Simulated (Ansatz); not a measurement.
System: Nb, space group Im-3m (No. 229) (one of a set of cubic test structures, which need not be the stable phase).

Computed with Ansatz 0.2.0 development build: equation of state of a cubic crystal from periodic Kohn-Sham density functional theory without spin, third-order Birch-Murnaghan fit to the free energies; pressure corrected for the finite basis. Level: HSE06.

```tsv
setting	value
structure type	bcc
atoms in cell	1
space group number	229
lattice centring	body-centred primitive
k mesh	6×6×6
occupation method	Fermi–Dirac
occupation width	0.1 eV
wave cutoff	700 eV
datasets	hard PAW
density tolerance	0 eV
bands	11
density cutoff ratio	4
search for lower states	default
exchange singularity	regularized
```

Predict the energy above the lowest point and pressure against volume. The volume takes the values 16.68, 17.23, 17.77, 18.31, 18.86 Å³/atom.

A third-order Birch–Murnaghan fit gives V0 = 17.48 Å³/atom, B0 = 170 GPa and B′ = 4.6. The energy above the lowest point is 19.2 meV/atom at volume 16.68 Å³/atom and 47.9 meV/atom at 18.86 Å³/atom; the lowest computed point is at volume 17.23 Å³/atom (0.0 meV/atom), and no other minimum shows among the points. The pressure falls from 8.9 GPa at volume 16.68 Å³/atom to −10.8 GPa at 18.86 Å³/atom, and changes sign near 17.49 Å³/atom.

| volume (Å³/atom) | energy above the lowest point (meV/atom) | pressure (GPa) |
| --- | --- | --- |
| 16.68 | 19.2 | 8.9 |
| 17.23 | 0.0 | 2.6 |
| 17.77 | 0.3 | −2.7 |
| 18.31 | 17.2 | −7.1 |
| 18.86 | 47.9 | −10.8 |

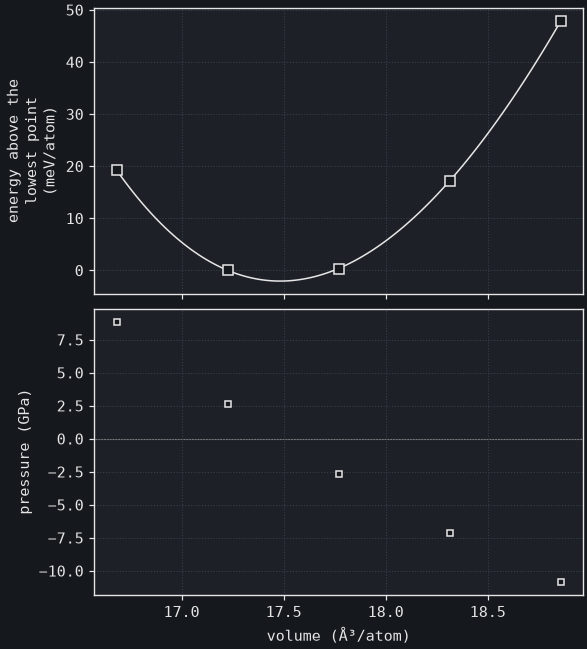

Limits of the calculation: coarse k-mesh, values are not converged in k; pseudopotentials made with PBE, not this functional.
